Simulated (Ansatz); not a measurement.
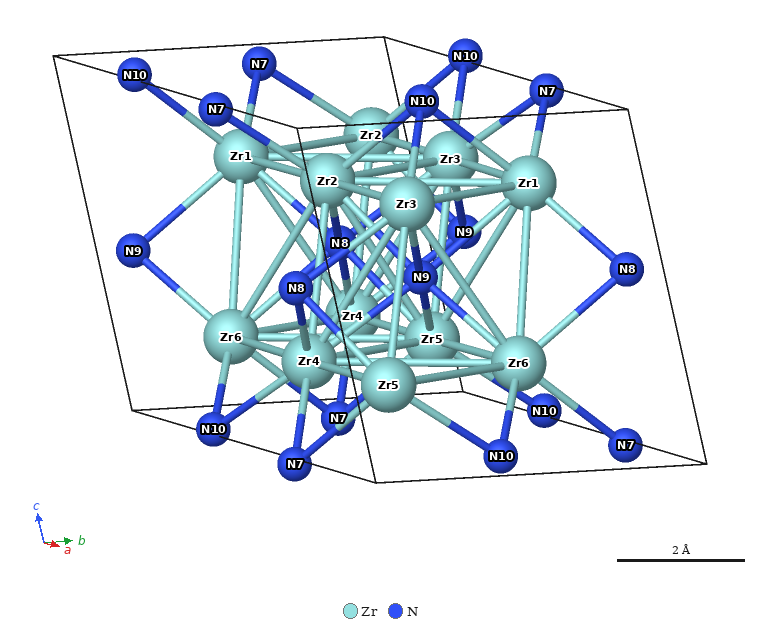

The structure as given in the input (ball-and-stick view of the cell 2 times as large as that of the calculation, set on its symmetry axes, seen slightly off an axis; atoms are numbered from 1 in the order of the input). An atom can appear more than once, as a periodic image. Near neighbours in the periodic cell (some may lie outside the picture): Zr has 4 N at 2.24 to 2.33 Å and 12 Zr at 3.12 to 3.32 Å; N has 6 Zr at 2.24 to 2.33 Å.

Zr3N2: geometry relaxation

Zr3N2 (10 atoms in the cell), computed with DFT PBEsol, scalar-relativistic, plane waves, PAW (Ansatz 0.2.0).

The structure derives from a Materials Project entry. The run did not end well. It belongs to a series of runs on one base structure; here: biaxial strain in the a-b plane, c and atoms relaxed: +2.0 %. Figures and captions count atoms from 1; the log counts them from 0 in places.

## The program's output
```
Engine: ansatz 0.2.0, x86_64-unknown-linux-gnu
Pseudopotentials: kind: paw
Pseudopotential: Zr, paw, valence charge 12, recommended cutoff 420 eV (normal), Zr.paw.azcp
Pseudopotential: N, paw, valence charge 5, recommended cutoff 420 eV (normal), N.paw.azcp
Functional definition: PBEsol
  exchange = pbesol_x
  correlation = pbesol_c
Crystal: 10 atoms, lattice volume = 144.935 Å³
Basis set: ecut = 420 eV, 2845 PW (Γ), exchange–correlation on 90×90×90 points (8 copies of the dense FFT grid, shifted against one another)
Bands: 56, of which v1, the nominal top of the filled ones, is band 46 counted from 1 (45 counted from 0)
Symmetry: 4 space group operations
Space group: C2/c (ITA 15), of the structure as read, at distance tolerance 5.3e-5 Å
k-points: 476 of 1728
Non-local potential: Zr, projectors of the file, l = 0: 3, l = 1: 2, l = 2: 2, l = 3: 2
Non-local potential: N, projectors of the file, l = 0: 2, l = 1: 2, l = 2: 1
PAW form: soft (Blöchl's): semilocal exchange-correlation on the pseudo side does not see the compensation charge
PAW frozen core: Zr, regenerated for the run's functional, and the local potential with it (the file was generated under x = pbe(κ = 0.804, μ = 0.2195149727645171), c = pbe(β = 0.06672455060314922))
PAW frozen core: N, regenerated for the run's functional, and the local potential with it (the file was generated under x = pbe(κ = 0.804, μ = 0.2195149727645171), c = pbe(β = 0.06672455060314922))
PAW one-centre angular grid: Zr, 590 points (default); XC on 64 Gauss nodes
PAW one-centre angular grid: N, 110 points (default); XC on 64 Gauss nodes
Initial density: superposition of atomic densities (neutral atoms: chi_scale 0, normalization atom), corrected by the library's trained network
Initial wavefunctions: pseudopotential atomic-orbital guess
Functional: x = pbesol(κ = 0.804, μ = 0.12345679012345678), c = pbesol(β = 0.046)
SCF iter   1: F=—  HF=-26301.429188 eV  |F-HF|=—  |Δ(HF+E_count)|=         —  Δρ=6.09e-3  dr2=3.44e-2  ethr=1.77e-3  ⟨swp⟩=5.4  Hψ=103824  notcnv=0
preconditioner: auto → Kerker (q_TF=auto, 2.529 Å⁻¹)  [metal: Δε(μ)=0.004 eV  Ē_g=17.033 eV  σ=0.100 eV  W_gap=0.02  n_scr=42 (ndim 8)  ℏωp=27.6 eV  f_vac=0.000  D(μ)=3.92/eV (n_scr^D=22)]
SCF iter   2: F=—  HF=-26301.420691 eV  |F-HF|=—  |Δ(HF+E_count)|=   8.50e-3  Δρ=2.91e-3  dr2=7.49e-3  ethr=3.74e-5  ⟨swp⟩=2.1  Hψ=40111  notcnv=0
SCF iter   3: F=—  HF=-26301.419622 eV  |F-HF|=—  |Δ(HF+E_count)|=   1.07e-3  Δρ=1.19e-3  dr2=1.47e-3  ethr=8.15e-6  ⟨swp⟩=3.0  Hψ=46502  notcnv=0
SCF iter   4: F=—  HF=-26301.419412 eV  |F-HF|=—  |Δ(HF+E_count)|=   2.09e-4  Δρ=2.01e-4  dr2=5.89e-5  ethr=1.60e-6  ⟨swp⟩=2.0  Hψ=35108  notcnv=0
SCF iter   5: F=—  HF=-26301.419642 eV  |F-HF|=—  |Δ(HF+E_count)|=   2.30e-4  Δρ=3.86e-5  dr2=3.38e-6  ethr=6.41e-8  ⟨swp⟩=2.9  Hψ=41103  notcnv=0
SCF iter   6: F=—  HF=-26301.419642 eV  |F-HF|=—  |Δ(HF+E_count)|=   8.58e-7  Δρ=1.13e-5  dr2=2.57e-7  ethr=3.67e-9  ⟨swp⟩=2.0  Hψ=29292  notcnv=0
SCF iter   7: F=-26301.419641 eV  HF=-26301.419642 eV  |F-HF|=9.63e-9  |Δ(HF+E_count)|=   6.76e-8  Δρ=2.55e-6  dr2=1.65e-8  ethr=1.09e-10  ⟨swp⟩=9.7  Hψ=96907  notcnv=0
SCF 1 converged in 7 iterations: F = -26301.419641 eV  dr2 = 1.65e-8
  greatest PAW one-centre occupation: 0.996 electrons in one spin orbital (limit 2), on the Zr atom at site 5 (counted from 0), in its partial waves of l = 0
relax step   1: F+E_penalty+E_count = -26301.41964150 eV  Δ(F+E_penalty+E_count) = +0.000e0 eV  max|allowed force component| = 1.717e-1 eV/Å  Δτ_max = 0.0000 Å  P = -5.463 GPa  Ω = 144.935 Å³  fix = [a, b, gamma]  reactions: a -8.129, b -8.129 GPa; gamma -5.883 GPa/rad  (7 SCF iters, dr2 threshold 1.00e-7 eV, accepted)
Crystal: 10 atoms, lattice volume = 144.878 Å³
Basis set: ecut = 420 eV, 2837 PW (Γ), exchange–correlation on 90×90×90 points (8 copies of the dense FFT grid, shifted against one another)
Initial density: handed on by an earlier stage of this run
Initial wavefunctions: those handed on with the density
iter 1 solved again at ethr=1.05e-4 eV; its pass at ethr=3.10e-3 eV (dr2=9.67e-2 eV) is discarded
SCF iter   1: F=—  HF=-26301.429820 eV  |F-HF|=—  |Δ(HF+E_count)|=         —  Δρ=4.87e-3  dr2=9.66e-2  ethr=1.05e-4  ⟨swp⟩=1.0  Hψ=127129  notcnv=0
preconditioner: auto → Kerker (q_TF=auto, 2.529 Å⁻¹)  [metal: Δε(μ)=0.002 eV  Ē_g=17.063 eV  σ=0.100 eV  W_gap=0.01  n_scr=42 (ndim 8)  ℏωp=27.6 eV  f_vac=0.000  D(μ)=4.09/eV (n_scr^D=26)]
SCF iter   2: F=—  HF=-26301.415195 eV  |F-HF|=—  |Δ(HF+E_count)|=   1.46e-2  Δρ=2.75e-3  dr2=3.16e-2  ethr=1.05e-4  ⟨swp⟩=1.0  Hψ=26680  notcnv=0
SCF iter   3: F=—  HF=-26301.407152 eV  |F-HF|=—  |Δ(HF+E_count)|=   8.04e-3  Δρ=6.19e-4  dr2=1.28e-3  ethr=3.43e-5  ⟨swp⟩=2.0  Hψ=35115  notcnv=0
SCF iter   4: F=—  HF=-26301.406830 eV  |F-HF|=—  |Δ(HF+E_count)|=   3.22e-4  Δρ=3.04e-4  dr2=1.36e-4  ethr=1.39e-6  ⟨swp⟩=2.0  Hψ=37174  notcnv=0
SCF iter   5: F=—  HF=-26301.407048 eV  |F-HF|=—  |Δ(HF+E_count)|=   2.18e-4  Δρ=9.50e-5  dr2=1.18e-5  ethr=1.48e-7  ⟨swp⟩=2.0  Hψ=37088  notcnv=0
SCF iter   6: F=-26301.407046 eV  HF=-26301.407046 eV  |F-HF|=2.48e-7  |Δ(HF+E_count)|=   1.96e-6  Δρ=1.78e-5  dr2=5.93e-7  ethr=1.09e-9  ⟨swp⟩=5.9  Hψ=121480  notcnv=0
SCF 2 converged in 6 iterations: F = -26301.407046 eV  dr2 = 5.93e-7
relax step   2: F+E_penalty+E_count = -26301.40704597 eV  Δ(F+E_penalty+E_count) = +1.260e-2 eV  max|allowed force component| = 2.269e-1 eV/Å  Δτ_max = 0.0449 Å  P = -5.129 GPa  Ω = 144.878 Å³  energy of the carried Pulay correction = +9.198e-5 eV  fix = [a, b, gamma]  (6 SCF iters, dr2 threshold 1.00e-6 eV, rejected (line search))
```

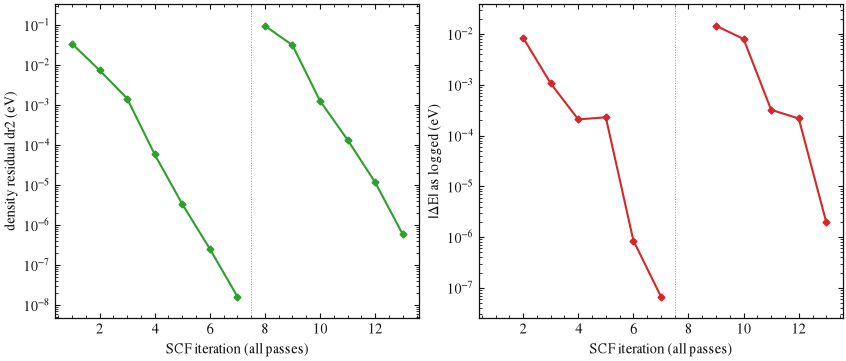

Convergence of the self-consistent field: density residual dr2 and size of the energy change against the SCF iteration. The dotted lines part the SCF passes of the relaxation: geometry steps, rejected trials and re-solves on a re-selected basis. The passes take 7 and 6 iterations.

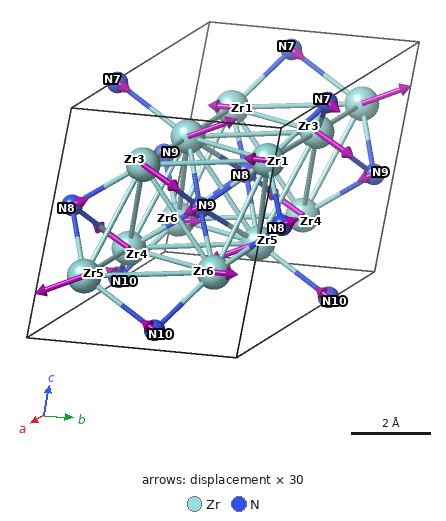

The starting structure with the displacements (without the part carried along by the change of the cell) as pink arrows, magnified 30 times (ball-and-stick view of the cell 2 times as large as that of the calculation, set on its symmetry axes, seen slightly off an axis). The run was cut off at its time limit before the relaxation converged, so the last structure is only a point on the way. Over 1 geometry step the energy rises by 12.6 meV per cell of the calculation. Largest force component: 0.17 eV/Å at the start, 0.23 eV/Å at the end. The pressure goes from −5.46 to −5.13 GPa. The line search rejected the trial step at point 1 (counted from 0) and went back. The largest moves relative to the cell, 0.045 Å, are those of Zr2, Zr3, Zr4 and Zr5. Largest moves by element: Zr 0.045 Å, N 0.016 Å. The drawn cell changes at constant volume: a 9.609 → 9.637 Å (+0.3 %), b stays at 5.711 Å, c 6.128 → 6.093 Å (−0.6 %), β 120.5° → 120.2°. Among the contacts that change: Zr1–Zr2 3.317 → 3.381 Å, Zr2–Zr3 3.123 → 3.161 Å, Zr1–Zr4 3.270 → 3.240 Å, Zr1–Zr6 3.182 → 3.153 Å. Among the angles that change: Zr1–N7–Zr2 94.1° → 96.2°. The space group stays C2/c (No. 15). (Atoms are counted from 1 in the order of the input.)

```
Crystal: 10 atoms, lattice volume = 144.657 Å³
```

## Trajectory as extended XYZ (Å, eV, eV/Å), 2 frames, from step=1 to step=2
```
10
Lattice="2.8555 1.6486 5.2975 -2.8555 1.6486 5.2975 0.0000 -3.1557 5.2535" Properties=species:S:1:pos:R:3:forces:R:3 step=1 energy=-26301.41964 pressure_GPa=-5.46
Zr    0.9993   -1.5425    6.5889    0.1317   0.0000   0.0000
Zr   -1.9274    0.0190    6.6032   -0.1717   0.0102  -0.0204
Zr    0.9281    1.7004    6.6186   -0.1717  -0.0102   0.0204
Zr   -0.9281   -1.5589    9.2300    0.1717   0.0102  -0.0204
Zr    1.9274    0.1225    9.2454    0.1717  -0.0102   0.0204
Zr   -0.9993    1.6840    9.2597   -0.1317   0.0000   0.0000
N     0.0000    0.0479    5.3674   -0.0340  -0.0121  -0.0514
N     0.0000    0.0228    2.5569   -0.0340   0.0121   0.0514
N     0.0000    0.1186   13.2917    0.0340  -0.0121  -0.0514
N     0.0000    0.0936   10.4812    0.0340   0.0121   0.0514
10
Lattice="2.8555 1.6781 5.2883 -2.8555 1.6781 5.2883 0.0000 -3.1401 5.2219" Properties=species:S:1:pos:R:3:forces:R:3 step=2 energy=-26301.40705 pressure_GPa=-5.13 accepted=F
Zr    1.0216   -1.5160    6.5606   -0.2269   0.0000   0.0000
Zr   -1.9668    0.0646    6.5665    0.2011  -0.0398   0.0489
Zr    0.8887    1.7215    6.6210    0.2011   0.0398  -0.0489
Zr   -0.8887   -1.5055    9.1774   -0.2011  -0.0398   0.0489
Zr    1.9668    0.1515    9.2320   -0.2011   0.0398  -0.0489
Zr   -1.0216    1.7321    9.2379    0.2269   0.0000   0.0000
N    -0.0140    0.0690    5.3570   -0.0066   0.0406  -0.0800
N    -0.0140    0.0390    2.5423   -0.0066  -0.0406   0.0800
N     0.0140    0.1771   13.2562    0.0066   0.0406  -0.0800
N     0.0140    0.1470   10.4415    0.0066  -0.0406   0.0800
```

The run was set up as follows.

## Input file
```yaml
crystal:
  lattice:
    - [2.8554586189, 1.6485998023, 5.2975442181]
    - [-2.8554586189, 1.6485998023, 5.2975442181]
    - [0.0, -3.155737315, 5.2535210457]
  atoms:
    - { symbol: Zr, position: [0.4249855962, 0.0750144038, 0.75] }
    - { symbol: Zr, position: [0.0750144038, 0.75, 0.4249855962] }
    - { symbol: Zr, position: [0.75, 0.4249855962, 0.0750144038] }
    - { symbol: Zr, position: [0.25, 0.5750144038, 0.9249855962] }
    - { symbol: Zr, position: [0.9249855962, 0.25, 0.5750144038] }
    - { symbol: Zr, position: [0.5750144038, 0.9249855962, 0.25] }
    - { symbol: "N", position: [0.3386685651, 0.3386685651, 0.3386685651] }
    - { symbol: "N", position: [0.1613314349, 0.1613314349, 0.1613314349] }
    - { symbol: "N", position: [0.8386685651, 0.8386685651, 0.8386685651] }
    - { symbol: "N", position: [0.6613314349, 0.6613314349, 0.6613314349] }
basis:
  ecutwfc: 420
kpoints:
  mp_grid: { grid: [12, 12, 12] }
hamiltonian:
  xc: pbesol
scf:
  occupations: { method: gaussian, width: 0.1 }
output:
  forces: true
  stress: true
  eigenvalues: true
relax:
  adjacent_minimum: "off"
  f_tol: 0.008
  max_steps: 40
  cell: { stress_tol: 0.015, fix: [a, b, gamma] }
```

Run as:
```bash
ansatz run input.yaml --threads 2 --pin off --max-ram 5120MiB --backend cpu --events-out ev --progress --plain --runs-dir out
```

## What the run reported

| quantity | value |
| --- | --- |
| outcome | stopped at the time limit |
| space group (tolerance 0.01 Å) | C2/c (15) |
| final cell | a = 6.240 Å, b = 6.240 Å, c = 6.093 Å, α = 54.01°, β = 54.01°, γ = 54.47° |
| hardware | 2 threads of Intel Xeon @ 2.50GHz (Skylake/Cascade Lake), 192 GiB of memory available, shared host |
| wall time | 7.3 min (CPU time 14 min) |
| peak memory | 2.5 GiB |

## What went wrong

The run was cut off by its time limit, so the output is incomplete.
